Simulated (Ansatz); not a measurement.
## MoS$_{2}$: a changed input and its effect

System: MoS$_{2}$ (P-3m1, 6 atoms in the cell).
Method of run 1: Kohn-Sham DFT of a periodic cell, LDA, Ansatz PAW, no spin polarisation (Ansatz 0.2.0).

The structure derives from a Materials Project entry. Text and figures count atoms from 1; the logs count them from 0 in places.

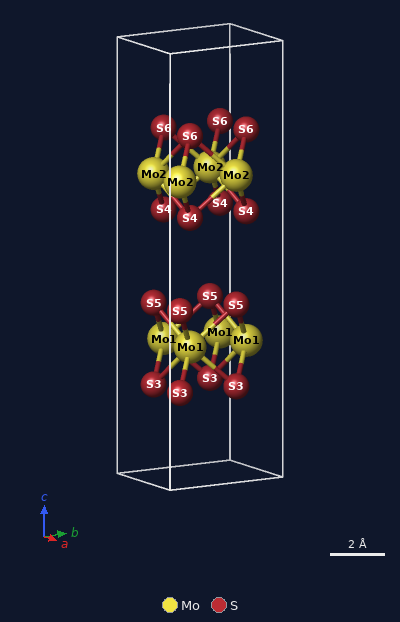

Figure 1. The input geometry (ball-and-stick view of the 2 × 2 repeat of the cell, with the vacuum cut short, seen slightly off an axis; atoms are numbered from 1 in the order of the input). Near neighbours in the crystal (not all of them lie inside the picture): Mo has 6 S at 2.40 to 2.41 Å; S has 3 Mo at 2.40 to 2.41 Å.

**Input, run 1**
```yaml
crystal:
  lattice:
    - [3.184541456, 0.0, 0.0]
    - [-1.592270728, 2.7578938003, 0.0]
    - [0.0, 0.0, 21.67053472]
  atoms:
    - { symbol: Mo, position: [0.3333333333, 0.6666666667, 0.85116023] }
    - { symbol: Mo, position: [0.6666666667, 0.3333333333, 0.14883977] }
    - { symbol: S, position: [0.6666666667, 0.3333333333, 0.77962539] }
    - { symbol: S, position: [0.3333333333, 0.6666666667, 0.077251] }
    - { symbol: S, position: [0.6666666667, 0.3333333333, 0.922749] }
    - { symbol: S, position: [0.3333333333, 0.6666666667, 0.22037461] }
hamiltonian:
  xc: lda
  pseudopotentials: { kind: paw }
kpoints:
  mp_grid: { grid: [10, 10, 2] }
scf:
  occupations: { method: fermi_dirac, width: 0.05 }
output:
  forces: true
  stress: true
relax:
  f_tol: 0.01
  max_steps: 40
  cell: { stress_tol: 0.05 }
```

Command:
```bash
ansatz run input.yaml --threads 2 --pin off --max-ram 5632MiB --backend cpu --events-out ev --progress --plain --runs-dir out
```

Hardware: 2 threads of Intel Xeon @ 2.50GHz (Skylake/Cascade Lake), 189 GiB of memory available, shared host.

**Output, shortened to warnings, some set-up lines, iterations and results (run 1)**
```
Basis set: ecut = 420 eV, 3721 PW (Γ)
Symmetry: 12 space group operations
k-points: 28 of 200
Initial density: superposition of atomic densities (neutral atoms: chi_scale 0, normalization atom), corrected by the library's trained network
[...]
SCF iter   1: F=—  HF=-13169.556027 eV  |F-HF|=—  |Δ(HF+E_count)|=         —  Δρ=6.20e-3  dr2=1.04e-1  ethr=1.77e-3  ⟨swp⟩=9.1  Hψ=4868  notcnv=0
SCF iter   2: F=—  HF=-13169.659743 eV  |F-HF|=—  |Δ(HF+E_count)|=   1.04e-1  Δρ=8.81e-3  dr2=1.08e0  ethr=2.00e-4  ⟨swp⟩=4.2  Hψ=2388  notcnv=0  defer=8  recentre
SCF iter   3: F=—  HF=-13169.552258 eV  |F-HF|=—  |Δ(HF+E_count)|=   1.07e-1  Δρ=4.20e-3  dr2=4.43e-2  ethr=2.00e-4  ⟨swp⟩=4.1  Hψ=2185  notcnv=0  defer=1
SCF iter   4: F=—  HF=-13169.550999 eV  |F-HF|=—  |Δ(HF+E_count)|=   1.26e-3  Δρ=2.64e-3  dr2=1.06e-2  ethr=8.53e-5  ⟨swp⟩=1.7  Hψ=1153  notcnv=0  defer=1
SCF iter   5: F=—  HF=-13169.551173 eV  |F-HF|=—  |Δ(HF+E_count)|=   1.74e-4  Δρ=8.43e-4  dr2=4.21e-4  ethr=2.03e-5  ⟨swp⟩=2.0  Hψ=1107  notcnv=0  defer=1
[... 49 lines ...]
SCF iter   5: F=—  HF=-13169.667878 eV  |F-HF|=—  |Δ(HF+E_count)|=   4.91e-9  Δρ=9.11e-7  dr2=7.85e-10  ethr=9.52e-11  ⟨swp⟩=2.0  Hψ=1141  notcnv=0
SCF iter   6: F=—  HF=-13169.667878 eV  |F-HF|=—  |Δ(HF+E_count)|=  5.46e-11  Δρ=2.87e-7  dr2=7.80e-11  ethr=1.51e-12  ⟨swp⟩=2.9  Hψ=1607  notcnv=0
SCF iter   7: F=-13169.667878 eV  HF=-13169.667878 eV  |F-HF|=2.18e-11  |Δ(HF+E_count)|=  5.46e-12  Δρ=8.58e-8  dr2=1.36e-11  ethr=1.00e-12  ⟨swp⟩=5.0  Hψ=3451  notcnv=0
SCF 6 converged in 7 iterations: F = -13169.667878 eV  dr2 = 1.36e-11
relax step   6: F+E_penalty+E_count = -13169.66787791 eV  Δ(F+E_penalty+E_count) = +4.159e-4 eV  max|allowed force component| = 1.602e-3 eV/Å  Δτ_max = 0.0000 Å  P = -0.009 …
basis re-selected at this cell: Δ(F+E_penalty+E_count) = +4.159e-4 eV, ΔP = -0.001 GPa vs the last step (what re-selecting the basis moved, of the pressure what is left beyond the Pulay correction that the steps carried, after the strain that the cell walked since its last selection, with what the …
SCF converged after 7 iterations
Free energy (F): -13169.667878 eV
Harris-Foulkes:  -13169.667878 eV  (|F-HF|=2.18e-11)
Internal energy: -13169.667878 eV  (E = F + TS)
E sigma→0 (E₀):  -13169.667878 eV
Entropy (-TS):   -0.000000 eV (-0.000 meV/atom)
Fermi energy:    4.512025 eV
--- Per-component energies (eV) ---
  E_band       = -665.611476
  E_kinetic    = 1319.342090
  E_local      = -26959.938472  (includes V_loc(G=0)·N_el)
  E_nonlocal   = 412.772442
  E_hartree    = 12845.841902
  E_xc         = -753.577021
  E_vxc        = -813.070238  (∫ρ·V_xc dr)
  E_paw        = -8453.780472  (= ΣΔE_a)
  E_vpaw       = -316.400959  (= ΣTr[D̂ρ^β])
  E_aug_tail   = 0.000045  (compensation charges beyond the density's cutoff)
  E_ewald      = 8418.113186
  E_core_change = 1.558423  (= ΣΔE_core)
  E_smearing   = -0.000000  (= −TS)
  E_closure    = 0.000000  (closes the sum)
  Σ components = -13169.667878   (vs F -13169.667878, Δ=0.00e0)
--- Forces (eV/Å), atoms counted from 1 ---
  atom   1  Mo    -0.00000000     0.00000000     0.00160205
  atom   2  Mo    -0.00000000    -0.00000000    -0.00160205
  atom   3  S      0.00000000     0.00000000     0.00108446
  atom   4  S      0.00000000     0.00000000     0.00003941
  atom   5  S     -0.00000000     0.00000000    -0.00003941
  atom   6  S      0.00000000     0.00000000    -0.00108446
  max |Σ_I F_I| component: 8.10e-18 eV/Å
--- Stress (GPa, compression-positive) ---
       -0.005977       0.000000       0.000000
        0.000000      -0.005977      -0.000000
        0.000000       0.000000      -0.014526
  P = ⅓ Tr σ = -0.0088 GPa (-0.088 kbar)
--- Relaxed structure (5 steps of the walk, 5 accepted, 1 SCFs on fresh bases) ---
  F+E_penalty+E_count = -13169.66787791 eV   max|allowed force component| = 1.602e-3 eV/Å   (the final SCF, on the basis selected at the relaxed cell)
[...]
```

For run 2 the input was changed thus:
```diff
-  xc: lda
+  xc: pbe
+  write_density: true
+  write_potential: true
+  elf: true
+  volumetric_format: npy
```

Predict how the results change.

The total energies belong to different methods, so their difference says nothing on which is more stable or more accurate. The volume per atom goes from 30.04 to 32.43 Å³. The functional changes from LDA to PBE. The SCF takes 73 iterations over all geometry steps against 47. On the same kind of shared host run 2 took about 1.7 times as long.

**Output, shortened to warnings, some set-up lines, iterations and results (run 2)**
```
WARN: The output density's exchange-correlation potential varies sharply where the density is thin. Do not read a vacuum level from v_tot or v_xc, or from such a field of the output density. On a cell that repeats whose density bears no net charge and no dipole along the vacuum's axis use v_es (v_loc + v_h of the components); under efield.dipole_correction with no amplitude use v_es + v_field, …
Basis set: ecut = 420 eV, 3721 PW (Γ), exchange–correlation on 48×48×300 points (8 copies of the dense FFT grid, shifted against one another)
Symmetry: 12 space group operations
k-points: 28 of 200
Initial density: superposition of atomic densities (neutral atoms: chi_scale 0, normalization atom), corrected by the library's trained network
[...]
SCF iter   1: F=—  HF=-13525.604095 eV  |F-HF|=—  |Δ(HF+E_count)|=         —  Δρ=4.31e-3  dr2=5.95e-2  ethr=1.77e-3  ⟨swp⟩=8.9  Hψ=4701  notcnv=0
SCF iter   2: F=—  HF=-13525.701419 eV  |F-HF|=—  |Δ(HF+E_count)|=   9.73e-2  Δρ=6.79e-3  dr2=1.00e0  ethr=1.14e-4  ⟨swp⟩=4.5  Hψ=2443  notcnv=0  defer=6
SCF iter   3: F=—  HF=-13525.612536 eV  |F-HF|=—  |Δ(HF+E_count)|=   8.89e-2  Δρ=2.06e-3  dr2=1.10e-2  ethr=1.14e-4  ⟨swp⟩=4.0  Hψ=2203  notcnv=0  defer=2
SCF iter   4: F=—  HF=-13525.618505 eV  |F-HF|=—  |Δ(HF+E_count)|=   5.97e-3  Δρ=2.22e-3  dr2=2.65e-2  ethr=2.11e-5  ⟨swp⟩=2.5  Hψ=1707  notcnv=0  defer=2  recentre
SCF iter   5: F=—  HF=-13525.615545 eV  |F-HF|=—  |Δ(HF+E_count)|=   2.96e-3  Δρ=2.26e-4  dr2=1.11e-4  ethr=2.11e-5  ⟨swp⟩=2.0  Hψ=1266  notcnv=0  defer=2
[... 79 lines ...]
SCF iter   6: F=—  HF=-13525.636742 eV  |F-HF|=—  |Δ(HF+E_count)|=   1.01e-6  Δρ=9.81e-7  dr2=5.60e-10  ethr=3.09e-11  ⟨swp⟩=2.2  Hψ=1214  notcnv=0
SCF iter   7: F=—  HF=-13525.636742 eV  |F-HF|=—  |Δ(HF+E_count)|=   4.55e-7  Δρ=1.98e-7  dr2=6.32e-11  ethr=1.08e-12  ⟨swp⟩=3.3  Hψ=1748  notcnv=0
SCF iter   8: F=-13525.636742 eV  HF=-13525.636742 eV  |F-HF|=4.18e-10  |Δ(HF+E_count)|=   2.43e-8  Δρ=3.52e-8  dr2=3.97e-12  ethr=1.00e-12  ⟨swp⟩=7.8  Hψ=4936  notcnv=0
SCF 8 converged in 8 iterations: F = -13525.636742 eV  dr2 = 3.97e-12
relax step   8: F+E_penalty+E_count = -13525.63674219 eV  Δ(F+E_penalty+E_count) = -2.884e-4 eV  max|allowed force component| = 3.068e-4 eV/Å  Δτ_max = 0.0000 Å  P = +0.005 …
basis re-selected at this cell: Δ(F+E_penalty+E_count) = -2.884e-4 eV, ΔP = +0.000 GPa vs the last step (what re-selecting the basis moved, of the pressure what is left beyond the Pulay correction that the steps carried, after the strain that the cell walked since its last selection, with what the …
[...]
```

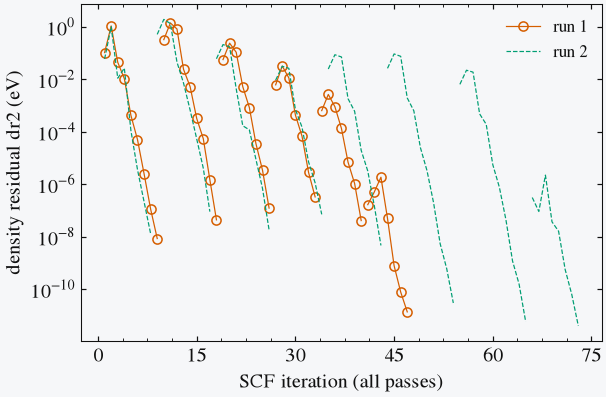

Figure 2. Convergence of the two runs: density residual dr2 against the SCF iteration. A break in a curve parts two SCF passes. Run 1 takes 47 iterations in all, and run 2 takes 73.

**The two runs side by side**

```tsv
quantity	run 1	run 2
outcome	converged	converged
free energy per atom (eV)	−2194.9446	−2254.2728
pressure (GPa)	−0.01	0.00
volume per atom (Å³)	30.04	32.43
largest force (eV/Å)	0.002	0.000
SCF iterations	47	73
irreducible k-points	28	28
gap on the mesh (eV)	–	1.68
wall time (shared host)	54 s	90 s
```

For run 2: Warnings: the exchange-correlation potential is rough where the density is thin.
